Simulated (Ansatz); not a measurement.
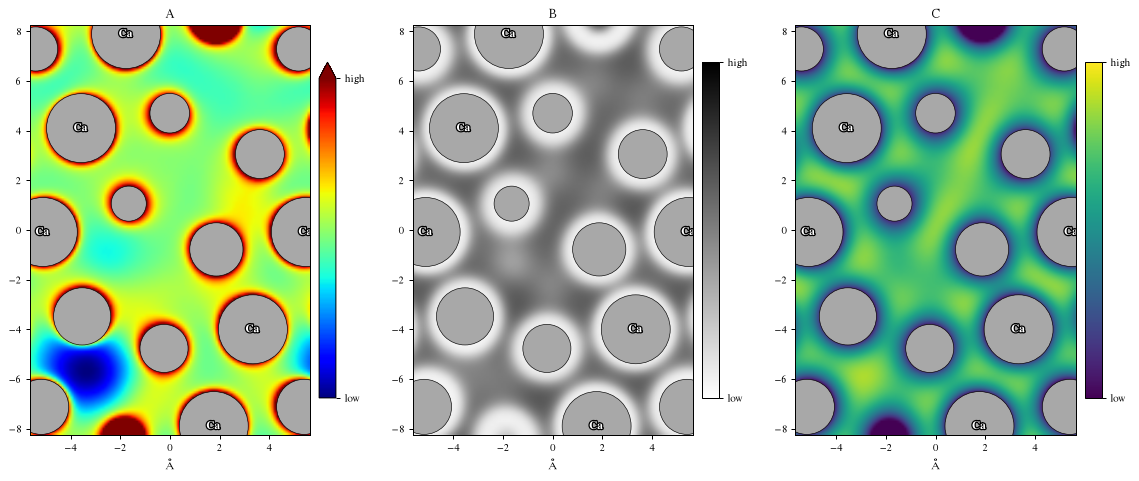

Ca (cell with a defect): 3 fields on the (101̄) plane of the calculation cell, with unlabelled colour scales. Grey discs cover the atomic cores.

These are results of Ansatz 0.2.0, DFT PBEsol, scalar-relativistic, plane waves, PAW, not measurements.

Input file:

```
crystal:
  lattice:
    - [8.6460274396, -4.3230137198, -4.3230137198]
    - [4.3230137198, 4.3230137198, -8.6460274396]
    - [8.6460274396, 4.3230137198, 4.3230137198]
  atoms:
    - { symbol: Ca, position: [0.9583333333, 0.3333333333, 0.125] }
    - { symbol: Ca, position: [0.9166666667, 0.6666666667, 0.25] }
    - { symbol: Ca, position: [0.3333333333, 0.3333333333, 0.0] }
    - { symbol: Ca, position: [0.6666666667, 0.6666666667, 0.0] }
    - { symbol: Ca, position: [0.625, 0.0, 0.125] }
    - { symbol: Ca, position: [0.5833333333, 0.3333333333, 0.25] }
    - { symbol: Ca, position: [0.5416666667, 0.6666666667, 0.375] }
    - { symbol: Ca, position: [0.875, 0.0, 0.375] }
    - { symbol: Ca, position: [0.8333333333, 0.3333333333, 0.5] }
    - { symbol: Ca, position: [0.7916666667, 0.6666666667, 0.625] }
    - { symbol: Ca, position: [0.0, 0.0, 0.0] }
    - { symbol: Ca, position: [0.25, 0.0, 0.25] }
    - { symbol: Ca, position: [0.2083333333, 0.3333333333, 0.375] }
    - { symbol: Ca, position: [0.1666666667, 0.6666666667, 0.5] }
    - { symbol: Ca, position: [0.5, 0.0, 0.5] }
    - { symbol: Ca, position: [0.4583333333, 0.3333333333, 0.625] }
    - { symbol: Ca, position: [0.4166666667, 0.6666666667, 0.75] }
    - { symbol: Ca, position: [0.75, 1.0, 0.75] }
    - { symbol: Ca, position: [0.7083333333, 0.3333333333, 0.875] }
    - { symbol: Ca, position: [0.125, 0.0, 0.625] }
    - { symbol: Ca, position: [0.0833333333, 0.3333333333, 0.75] }
    - { symbol: Ca, position: [0.0416666667, 0.6666666667, 0.875] }
    - { symbol: Ca, position: [0.375, 1.0, 0.875] }
basis:
  ecutwfc: 420
kpoints:
  mp_grid: { grid: [4, 4, 4] }
hamiltonian:
  xc: pbesol
scf:
  occupations: { method: gaussian, width: 0.1 }
output:
  forces: true
  stress: true
  eigenvalues: true
  write_density: true
  write_potential: true
  elf: true
  volumetric_format: npy
relax:
  adjacent_minimum: "off"
  f_tol: 0.02
  max_steps: 50
```

Run with:

```sh
ansatz run input.yaml --threads 4 --pin off --max-ram 9216MiB --backend cpu --events-out ev --progress --plain --runs-dir out
```

The fields are those of the relaxed geometry.

Match the panels to the quantities (electron localisation function, electrostatic potential energy of an electron and valence pseudo-density).

Panel A: valence pseudo-density. Panel B: electron localisation function. Panel C: electrostatic potential energy of an electron (low next to the atoms, rising into the space between them).
